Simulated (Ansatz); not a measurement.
SiNi, space group Pm-3m (No. 221), a = 2.838 Å, b = 2.838 Å, c = 2.838 Å, α = 90.00°, β = 90.00°, γ = 90.00°

```tsv
site	Wyckoff	x	y	z
Si	1b	0.5000	0.5000	0.5000
Ni	1a	0.0000	0.0000	0.0000
```

Source: the end point of a relaxation with Ansatz, DFT PBE, scalar-relativistic, plane waves, PAW.

> Describe the coordination of Ni.

NiSi8: an essentially ideal cube (coordination number 8, S = 0.00; next best hexagonal bipyramid, S = 8.4). Bonds: 8 × Ni–Si 2.46 Å. The next neighbour, not counted, lies at 2.84 Å.

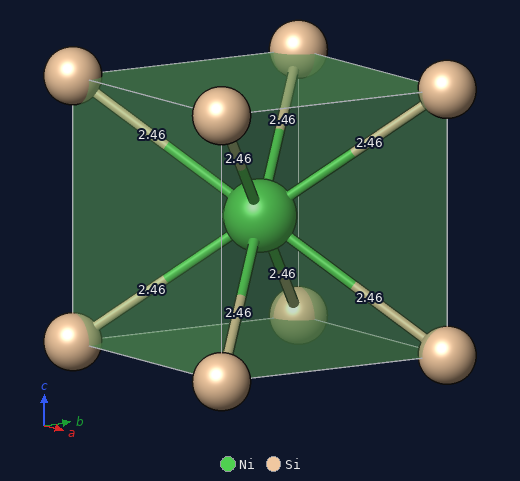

The polyhedron about Ni. Continuous shape measures are computed against ideal polyhedra (0 is ideal; above about 3 the distortion is strong).
